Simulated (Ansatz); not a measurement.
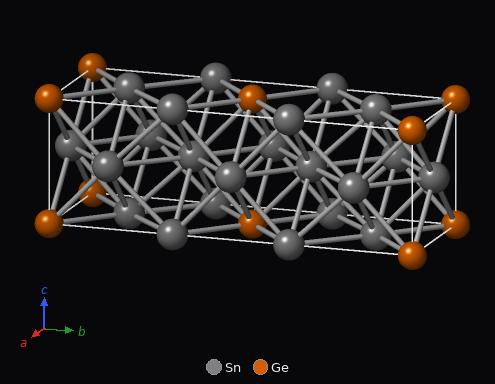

An orthographic ball-and-stick view of the structure, slightly off an axis. The conventional unit cell is outlined; an atom on or near a face, edge or corner is repeated at each equivalent position. Cell: a = 4.79 Å, b = 14.08 Å, c = 4.73 Å, α = 90.00°, β = 90.00°, γ = 90.00°.

Its origin is a structure type filled with these elements by a generator (whether the compound takes this form wasn't checked). Earlier steps of the study may have refined or changed the cell and positions. It went into a calculation with Ansatz.

Characterise what is shown.

The structure is one of Sn$_{5}$Ge. The symmetry is that of Cmmm (No. 65), on a base-centred orthorhombic lattice. Atoms per cell: 12 (10 Sn, 2 Ge). Within bonding distance, the neighbour counts come to Sn 12 and Ge 12.

Setup: Ansatz 0.2.0, DFT PBE, scalar-relativistic, plane waves, PAW; a kinetic-energy cutoff of 420 eV, k-points about 0.17 Å⁻¹ apart, Gaussian smearing of 0.1 eV, no spin polarisation.

Does it come out as a metal, or with a gap?

A metal: bands cross the Fermi level.

What are the atomic charges by Bader's partition?

Sn +0.04 e; Ge -0.20 e.

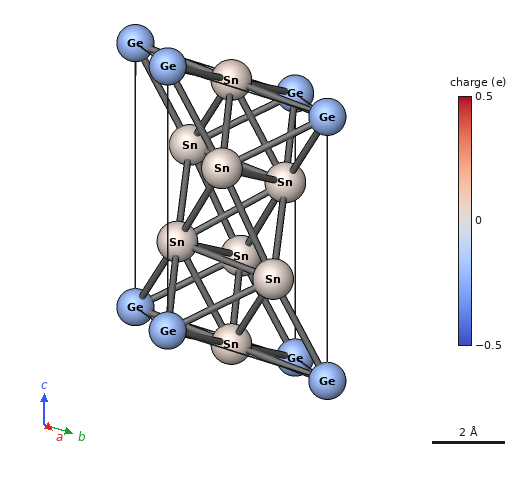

The atoms coloured by those charges. The run's cell of 6 atoms is drawn in a reduced setting, so axes and origin can differ from the first picture.

Do the forces and the stress vanish for this geometry?

Yes. All forces vanish to within 0.01 eV/Å. The pressure is 0.0 GPa, close to zero.
